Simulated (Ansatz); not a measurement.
# Single-point calculation of Ta$_{16}$N$_{17}$ (part 1 of 2)

- system: Ta$_{16}$N$_{17}$ (slab, 33 atoms in the cell)
- method: DFT PBEsol, scalar-relativistic, plane waves, PAW, no spin polarisation (Ansatz 0.2.0)

The structure derives from an entry of the Crystallography Open Database. It belongs to a series of runs on one base structure; here: (1 1 1) slab cut from the bulk. Figures and captions count atoms from 1; the log counts them from 0 in places.

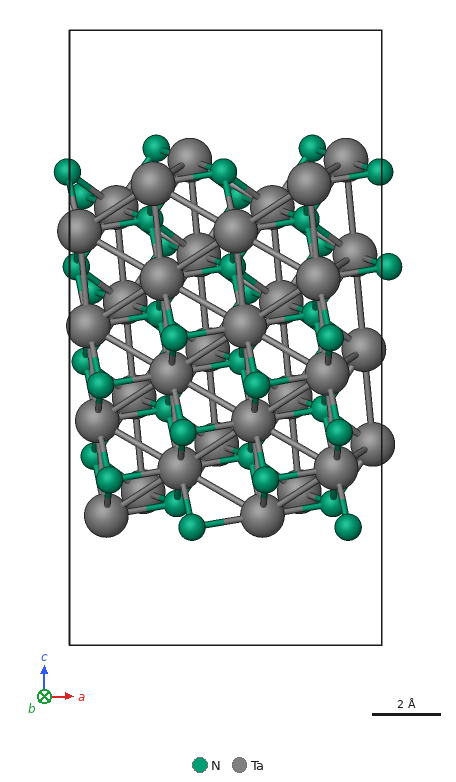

*The structure (ball-and-stick view of the 2 × 1 repeat of the cell, with the vacuum cut short, along the b axis). An atom can appear more than once, as a periodic image.*

Input file:
```yaml
crystal:
  lattice:
    - [5.0047014653, 0.0, 0.0]
    - [-2.5023507326, 6.0362389485, 0.0]
    - [0.0, 0.0, 26.2219339554]
  atoms:
    - { symbol: "N", position: [0.7845060195, 0.2356787057, 0.2860200934] }
    - { symbol: Ta, position: [0.2356787057, 0.4713574114, 0.2993938376] }
    - { symbol: "N", position: [0.6868513919, 0.7070361171, 0.3127675818] }
    - { symbol: Ta, position: [0.4713574114, 0.9427148228, 0.3261413259] }
    - { symbol: "N", position: [0.2558634309, 0.1783935286, 0.3395150701] }
    - { symbol: Ta, position: [0.7070361171, 0.4140722343, 0.3528888142] }
    - { symbol: "N", position: [0.1582088033, 0.64975094, 0.3662625584] }
    - { symbol: Ta, position: [0.9427148228, 0.8854296457, 0.3796363026] }
    - { symbol: "N", position: [0.7272208424, 0.1211083514, 0.3930100467] }
    - { symbol: Ta, position: [0.1783935286, 0.3567870571, 0.4063837909] }
    - { symbol: "N", position: [0.6295662147, 0.5924657628, 0.419757535] }
    - { symbol: Ta, position: [0.4140722343, 0.8281444685, 0.4331312792] }
    - { symbol: "N", position: [0.1985782538, 0.0638231742, 0.4465050234] }
    - { symbol: Ta, position: [0.64975094, 0.29950188, 0.4598787675] }
    - { symbol: "N", position: [0.1009236262, 0.5351805857, 0.4732525117] }
    - { symbol: Ta, position: [0.8854296457, 0.7708592914, 0.4866262558] }
    - { symbol: "N", position: [0.6699356652, 0.0065379971, 0.5] }
    - { symbol: Ta, position: [0.1211083514, 0.2422167028, 0.5133737442] }
    - { symbol: "N", position: [0.5722810376, 0.4778954085, 0.5267474883] }
    - { symbol: Ta, position: [0.3567870571, 0.7135741142, 0.5401212325] }
    - { symbol: "N", position: [0.1412930766, 0.9492528199, 0.5534949766] }
    - { symbol: Ta, position: [0.5924657628, 0.1849315256, 0.5668687208] }
    - { symbol: "N", position: [0.043638449, 0.4206102314, 0.580242465] }
    - { symbol: Ta, position: [0.8281444685, 0.6562889371, 0.5936162091] }
    - { symbol: "N", position: [0.6126504881, 0.8919676428, 0.6069899533] }
    - { symbol: Ta, position: [0.0638231742, 0.1276463485, 0.6203636974] }
    - { symbol: "N", position: [0.5149958604, 0.3633250542, 0.6337374416] }
    - { symbol: Ta, position: [0.29950188, 0.5990037599, 0.6471111858] }
    - { symbol: "N", position: [0.0840078995, 0.8346824656, 0.6604849299] }
    - { symbol: Ta, position: [0.5351805857, 0.0703611713, 0.6738586741] }
    - { symbol: "N", position: [0.9863532719, 0.306039877, 0.6872324182] }
    - { symbol: Ta, position: [0.7708592914, 0.5417185828, 0.7006061624] }
    - { symbol: "N", position: [0.5553653109, 0.7773972885, 0.7139799066] }
basis:
  ecutwfc: 420
kpoints:
  mp_grid: { grid: [8, 6, 1] }
hamiltonian:
  xc: pbesol
scf:
  occupations: { method: gaussian, width: 0.1 }
output:
  forces: true
  stress: true
  eigenvalues: true
  write_density: true
  write_potential: true
  elf: true
  volumetric_format: npy
efield:
  axis: 3
  dipole_correction: true
  ramp_width: 0.04
```

Run on 4 threads of Intel Xeon (Granite Rapids), 32 GiB of memory available, shared host.

Launched with:
```bash
ansatz run input.yaml --threads 4 --pin off --max-ram 10240MiB --backend cpu --events-out ev --progress --plain --runs-dir out
```

Output:
```
Engine: ansatz 0.2.0, x86_64-unknown-linux-gnu
Pseudopotentials: kind: paw
Pseudopotential: N, paw, valence charge 5, recommended cutoff 420 eV (normal), N.paw.azcp
Pseudopotential: Ta, paw, valence charge 13, recommended cutoff 420 eV (normal), Ta.paw.azcp
Functional definition: PBEsol
  exchange = pbesol_x
  correlation = pbesol_c
Crystal: 33 atoms, lattice volume = 792.153 Å³
Basis set: ecut = 420 eV, 15431 PW (Γ), exchange–correlation on 72×90×360 points (8 copies of the dense FFT grid, shifted against one another)
Bands: 180, of which v1, the nominal top of the filled ones, is band 147 counted from 1 (146 counted from 0)
Symmetry: 1 space group operations
k-points: 26 of 48 (time reversal used)
Non-local potential: N, projectors of the file, l = 0: 2, l = 1: 2, l = 2: 1
Non-local potential: Ta, projectors of the file, l = 0: 3, l = 1: 2, l = 2: 2, l = 3: 1
PAW form: soft (Blöchl's): semilocal exchange-correlation on the pseudo side does not see the compensation charge
PAW frozen core: N, regenerated for the run's functional, and the local potential with it (the file was generated under x = pbe(κ = 0.804, μ = 0.2195149727645171), c = pbe(β = 0.06672455060314922))
PAW frozen core: Ta, regenerated for the run's functional, and the local potential with it (the file was generated under x = pbe(κ = 0.804, μ = 0.2195149727645171), c = pbe(β = 0.06672455060314922))
PAW one-centre angular grid: N, 110 points (default); XC on 64 Gauss nodes
PAW one-centre angular grid: Ta, 590 points (default); XC on 64 Gauss nodes
Initial density: superposition of atomic densities (neutral atoms: chi_scale 0, normalization atom), corrected by the library's trained network
Initial wavefunctions: pseudopotential atomic-orbital guess
Functional: x = pbesol(κ = 0.804, μ = 0.12345679012345678), c = pbesol(β = 0.046)
SCF iter   1: F=—  HF=-163362.702693 eV  |F-HF|=—  |Δ(HF+E_count)|=         —  Δρ=1.35e-2  dr2=7.98e0  ethr=1.77e-3  p=0.000 e·Å  D=1.66e-11 V/Å  ΔV_dip=-0.00 eV  dr2_dipole=8.60e-6  V_vac-E_F(+/−)=4.66/4.66 eV  ⟨swp⟩=7.5  Hψ=23347  notcnv=0  defer=65
efield: sawtooth ramp at fractional position 0.9800 (placed from the atoms, in the widest stretch of the axis that holds none; the zero of the levels goes with the place), width 0.0400; the density the first Hamiltonian is built on has a dipole p = 0.000 e·Å; the dipole correction subtracts the counter field D = 1.66e-11 V/Å, which shifts the + side's vacuum level by -0.00 eV against the − side's; the planar-averaged density in the ramp window peaks in size at 1.0e-5 e/Å³
preconditioner: auto → LDOS  [metal: Δε(μ)=0.005 eV  Ē_g=8.635 eV  σ=0.100 eV  W_gap=0.03  n_scr=166 (ndim 8)  ℏωp=16.9 eV  f_vac=0.494  D(μ)=13.20/eV (n_scr^D=72)  β→1.0]
SCF iter   2: F=—  HF=-163362.465810 eV  |F-HF|=—  |Δ(HF+E_count)|=   2.37e-1  Δρ=1.25e-2  dr2=1.69e0  ethr=1.77e-3  p=-0.002 e·Å  D=-4.92e-4 V/Å  ΔV_dip=0.01 eV  dr2_dipole=4.19e-3  V_vac-E_F(+/−)=4.18/4.17 eV  ⟨swp⟩=2.9  Hψ=7672  notcnv=0  defer=638
SCF iter   3: F=—  HF=-163362.195736 eV  |F-HF|=—  |Δ(HF+E_count)|=   2.70e-1  Δρ=3.19e-3  dr2=1.62e-1  ethr=5.76e-4  p=-0.000 e·Å  D=-6.14e-5 V/Å  ΔV_dip=0.00 eV  dr2_dipole=2.42e-4  V_vac-E_F(+/−)=4.33/4.33 eV  ⟨swp⟩=2.1  Hψ=6423  notcnv=0  defer=638
SCF iter   4: F=—  HF=-163362.168967 eV  |F-HF|=—  |Δ(HF+E_count)|=   2.68e-2  Δρ=5.79e-4  dr2=1.95e-2  ethr=5.53e-5  p=-0.000 e·Å  D=-4.24e-5 V/Å  ΔV_dip=0.00 eV  dr2_dipole=9.28e-5  V_vac-E_F(+/−)=4.27/4.27 eV  ⟨swp⟩=2.8  Hψ=7133  notcnv=0  defer=633
SCF iter   5: F=—  HF=-163362.168735 eV  |F-HF|=—  |Δ(HF+E_count)|=   2.31e-4  Δρ=2.47e-4  dr2=7.15e-4  ethr=6.66e-6  p=-0.000 e·Å  D=-1.38e-5 V/Å  ΔV_dip=0.00 eV  dr2_dipole=8.93e-6  V_vac-E_F(+/−)=4.25/4.25 eV  ⟨swp⟩=2.0  Hψ=5222  notcnv=0  defer=633
SCF iter   6: F=—  HF=-163362.168814 eV  |F-HF|=—  |Δ(HF+E_count)|=   7.91e-5  Δρ=9.28e-5  dr2=1.27e-4  ethr=2.44e-7  p=0.000 e·Å  D=2.56e-6 V/Å  ΔV_dip=-0.00 eV  dr2_dipole=1.89e-6  V_vac-E_F(+/−)=4.24/4.24 eV  ⟨swp⟩=2.9  Hψ=6650  notcnv=0  defer=633
SCF iter   7: F=—  HF=-163362.168842 eV  |F-HF|=—  |Δ(HF+E_count)|=   2.77e-5  Δρ=4.45e-5  dr2=3.69e-5  ethr=4.33e-8  p=0.000 e·Å  D=7.51e-6 V/Å  ΔV_dip=-0.00 eV  dr2_dipole=5.34e-8  V_vac-E_F(+/−)=4.24/4.24 eV  ⟨swp⟩=2.6  Hψ=6746  notcnv=0  defer=633
SCF iter   8: F=—  HF=-163362.168903 eV  |F-HF|=—  |Δ(HF+E_count)|=   6.14e-5  Δρ=2.31e-5  dr2=7.18e-6  ethr=1.26e-8  p=0.000 e·Å  D=7.66e-6 V/Å  ΔV_dip=-0.00 eV  dr2_dipole=1.95e-8  V_vac-E_F(+/−)=4.23/4.23 eV  ⟨swp⟩=2.0  Hψ=6798  notcnv=0  defer=633
SCF iter   9: F=—  HF=-163362.168906 eV  |F-HF|=—  |Δ(HF+E_count)|=   2.36e-6  Δρ=8.93e-6  dr2=1.28e-6  ethr=2.45e-9  p=0.000 e·Å  D=6.03e-6 V/Å  ΔV_dip=-0.00 eV  dr2_dipole=3.57e-9  V_vac-E_F(+/−)=4.23/4.23 eV  ⟨swp⟩=2.9  Hψ=6864  notcnv=0  defer=633
SCF iter  10: F=—  HF=-163362.168906 eV  |F-HF|=—  |Δ(HF+E_count)|=   3.46e-7  Δρ=3.75e-6  dr2=1.95e-7  ethr=4.38e-10  p=0.000 e·Å  D=4.71e-6 V/Å  ΔV_dip=-0.00 eV  dr2_dipole=3.34e-9  V_vac-E_F(+/−)=4.23/4.23 eV  ⟨swp⟩=2.9  Hψ=7301  notcnv=0  defer=633
SCF iter  11: F=-163362.168906 eV  HF=-163362.168906 eV  |F-HF|=3.02e-8  |Δ(HF+E_count)|=   9.90e-8  Δρ=1.63e-6  dr2=3.74e-8  ethr=3.41e-11  p=0.000 e·Å  D=4.40e-6 V/Å  ΔV_dip=-0.00 eV  dr2_dipole=1.09e-10  V_vac-E_F(+/−)=4.23/4.23 eV  ⟨swp⟩=27.2  Hψ=46207  notcnv=0
SCF 1 converged in 11 iterations: F = -163362.168906 eV  dr2 = 3.74e-8
  greatest PAW one-centre occupation: 1.000 electrons in one spin orbital (limit 2), on the Ta atom at site 23 (counted from 0), in its partial waves of l = 0
```

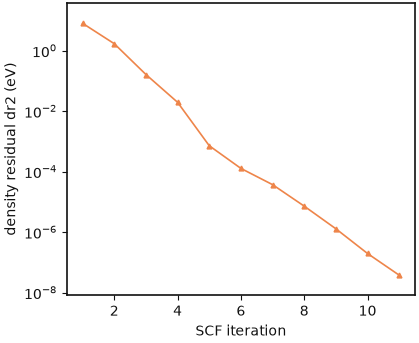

*Convergence of the self-consistent field: density residual dr2 against the SCF iteration.*

The residual falls at every step.

```
WARN: The output density's exchange-correlation potential varies sharply where the density is thin. Do not read a vacuum level from v_tot or v_xc, or from such a field of the output density. On a cell that repeats whose density bears no net charge and no dipole along the vacuum's axis use v_es (v_loc + v_h of the components); under efield.dipole_correction with no amplitude use v_es + v_field, which holds any external_charges[].barrier, or the levels of the report's work_function block, which leave it out; under a non-zero efield.amplitude the vacuum is tilted and has no level; on a cell that repeats and bears such a dipole with no correction it is tilted too, and efield.dipole_correction with no amplitude gives each side of its ramp a level where efield: is served; in a cell that repeats whose density bears a net charge (total_charge, or a fill off its count) it is curved and has none; of a slab under crystal.periodic whose density bears no net charge use v_es, which has a level on each side, short of where the two are joined; of another it falls or rises all the way out and has none; of a slab beside external_charges read slab_vacuum_level instead, which it has where they leave it neutral. The grid or the basis barely resolves most such structure, and the values can differ between equally converged runs; as a rule a tighter scf.convergence.dr2_threshold does not remove it. Where the density itself ripples (under the LDA too) a higher basis.ecutwfc lessens it. The files hold the spikes' plane waves up to the density's cutoff. Files: v_tot_of_output_density and the like, and their columns of v_z.tsv (output.write_potential); v_xc_of_output_density and the like, and their columns of v_comp_z.tsv (output.write_potential_components). Measured: with its Gaussian average of σ = 0.25 Å subtracted twice, the exchange-correlation potential is over 0.1 eV at 776 of the grid points where the equally averaged density (valence and model cores) is under 1e-3 e/Å³, and 0.290 eV at the most among them, at an averaged density of 8.6e-8 e/Å³. The input density's (outcome.potential() and, of a run that writes arrays, v_tot and v_xc) is over 0.1 eV, so measured, at 64 points of its own thin density, 0.129 eV at the most. See output.write_potential in the manual, Limitations
SCF converged after 11 iterations
Free energy (F): -163362.168906 eV
Harris-Foulkes:  -163362.168906 eV  (|F-HF|=3.02e-8)
Internal energy: -163362.094647 eV  (E = F + TS)
E sigma→0 (E₀):  -163362.131777 eV
Entropy (-TS):   -0.074259 eV (-2.250 meV/atom)
Fermi energy:    6.425733 eV
Dipole field:    D = -0.000003 V/Å  (p = -0.000012 e·Å, saw-weighted, corrected)
Work function:   Φ+ = 4.2334 eV   Φ− = 4.2333 eV
Levels:          The Fermi level and band energies are counted from a zero that moves with the ramp; work functions are not
--- Per-component energies (eV) ---
  E_band       = -4720.697340
  E_kinetic    = 8072.718966
  E_local      = -365368.319130  (includes V_loc(G=0)·N_el)
  E_nonlocal   = 1050.094107
  E_hartree    = 179125.588833
  E_xc         = -4485.576724
  E_vxc        = -4555.609227  (∫ρ·V_xc dr)
  E_paw        = -134442.453384  (= ΣΔE_a)
  E_vpaw       = -2170.780029  (= ΣTr[D̂ρ^β])
  E_aug_tail   = 0.003175  (compensation charges beyond the density's cutoff)
  E_efield     = 0.000000  (sawtooth field / dipole correction)
  E_vefield    = 0.000000  (∫n·V_field dr)
  E_ewald      = 152681.953487
  E_core_change = 3.896024  (= ΣΔE_core)
  E_smearing   = -0.074259  (= −TS)
  E_closure    = -0.000000  (closes the sum)
  Σ components = -163362.168906   (vs F -163362.168906, Δ=0.00e0)
--- Forces (eV/Å), atoms counted from 1 ---
  atom   1  N      0.91113293     1.15406099     2.16085648
  atom   2  Ta    -1.18637704    -2.47312378     2.11162942
  atom   3  N     -1.64134101    -0.55703444     1.38693430
  atom   4  Ta     1.95440543     2.07765791    -0.87361930
  atom   5  N      0.30873244     0.68780687     0.30292556
  atom   6  Ta    -0.28894299    -0.16216738    -2.29134144
  atom   7  N      0.31071021    -0.34358636    -0.88090763
  atom   8  Ta    -0.27640870     0.07142324    -1.60792052
  atom   9  N     -0.21418509    -0.37087948    -0.17029259
  atom  10  Ta     0.24425188    -0.13326958    -0.92120463
  atom  11  N      0.01520497    -0.06049948     0.34397295
  atom  12  Ta    -0.04770752     0.12568558    -0.45322558
  atom  13  N     -0.09671046     0.00452793     0.21436522
  atom  14  Ta    -0.04221537     0.12555180     0.12596695
  atom  15  N     -0.07517190     0.02045025     0.20280299
  atom  16  Ta     0.06850480     0.00196589    -0.07889452
  atom  17  N      0.10619502     0.00443560     0.00727691
  atom  18  Ta     0.07213248    -0.00994157     0.07583605
  atom  19  N     -0.07539615    -0.02203352    -0.20008589
  atom  20  Ta    -0.03244206    -0.12059381    -0.12173221
  atom  21  N     -0.10160461    -0.00550324    -0.21595352
  atom  22  Ta    -0.04309186    -0.12978937     0.44785166
  atom  23  N      0.01373350     0.05834863    -0.33588077
  atom  24  Ta     0.23950128     0.13422884     0.91299364
  atom  25  N     -0.20426467     0.37287834     0.16922613
  atom  26  Ta    -0.28422046    -0.07124612     1.61451863
  atom  27  N      0.30893880     0.35258965     0.88449322
  atom  28  Ta    -0.30665807     0.17188268     2.28197014
  atom  29  N      0.31382463    -0.68652838    -0.29807938
  atom  30  Ta     1.96478744    -2.08143030     0.86869133
  atom  31  N     -1.65174540     0.54937922    -1.38409439
  atom  32  Ta    -1.17455463     2.47330198    -2.11434743
  atom  33  N      0.91093851    -1.15854423    -2.16472536
  max |Σ_I F_I| component: 4.37e-5 eV/Å
--- Stress (GPa, compression-positive) ---
       -3.391591       0.007975       0.000993
        0.007975      -8.079564      -0.151821
        0.000993      -0.151821      -3.272899
  P = ⅓ Tr σ = -4.9147 GPa (-49.147 kbar)
--- Band table (eV; the first three rows and the last of 26) ---
```
